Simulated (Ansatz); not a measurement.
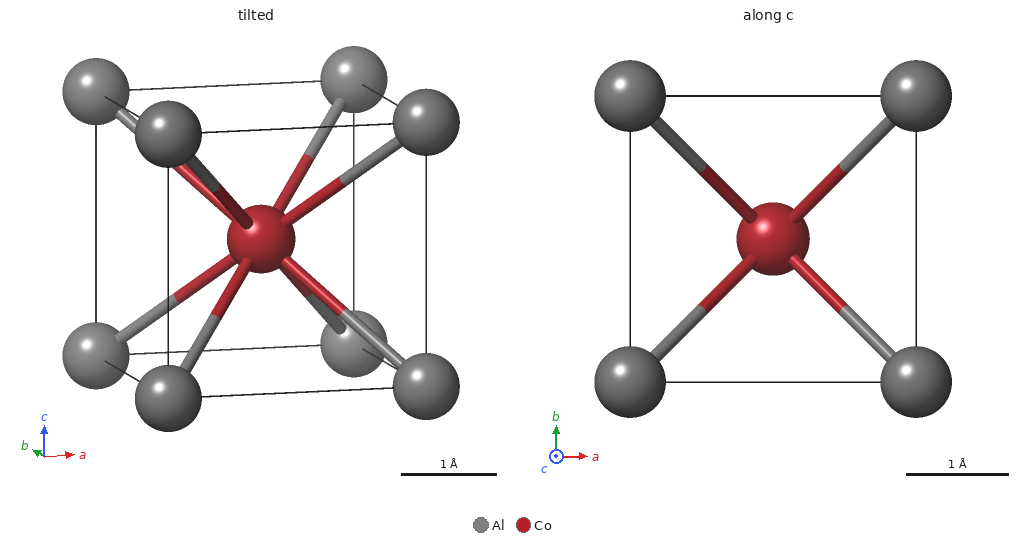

Ball-and-stick representation of a periodic structure, projected slightly off an axis and along the c axis. The parallelepiped is the conventional unit cell. Cell: a = 2.82 Å, b = 2.82 Å, c = 2.82 Å, α = 90.00°, β = 90.00°, γ = 90.00°.

Starting structure: a structure listed in the Materials Project. Earlier steps of the study may have refined or changed the cell and positions. It was run through Ansatz as a DFT input.

> Characterise what is shown.

Formula: AlCo. The space group is Pm-3m (No. 221); the lattice is primitive cubic. Prototype: caesium chloride (CsCl, B2) type. Cell content 1 Al, 1 Co; Z = 1. Around each Al lie eight Co in a cubic arrangement at about 2.4 Å. The coordination shell of Co holds eight Al in a cubic arrangement at about 2.4 Å. The bonds build a three-dimensional framework.

The calculation: DFT PBEsol, scalar-relativistic, plane waves, PAW (Ansatz), with a basis cut at 420 eV, k-grid 14×14×14, Gaussian smearing of 0.1 eV, no spin polarisation (a spin-restricted run, not always the ground state).

> Classify it as metallic or gapped, with the value.

A metal: bands cross the Fermi level.

> How are the electrons shared out in a Bader analysis?

Al +1.89 e; Co -1.89 e.

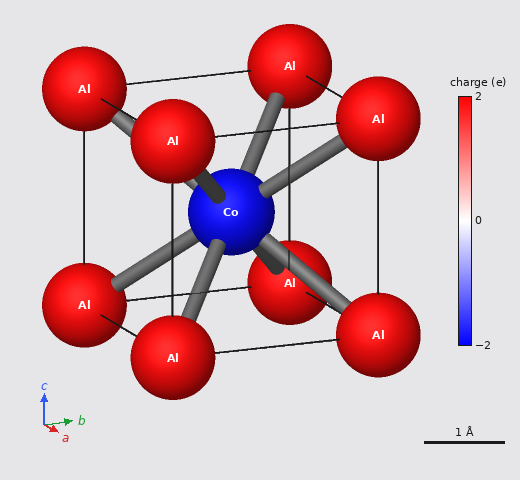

The atoms coloured by those charges. The run's cell of 2 atoms is drawn.

> Is this an equilibrium geometry for the method given?

Yes. All forces vanish to within 0.01 eV/Å. The pressure is 0.0 GPa, close to zero.
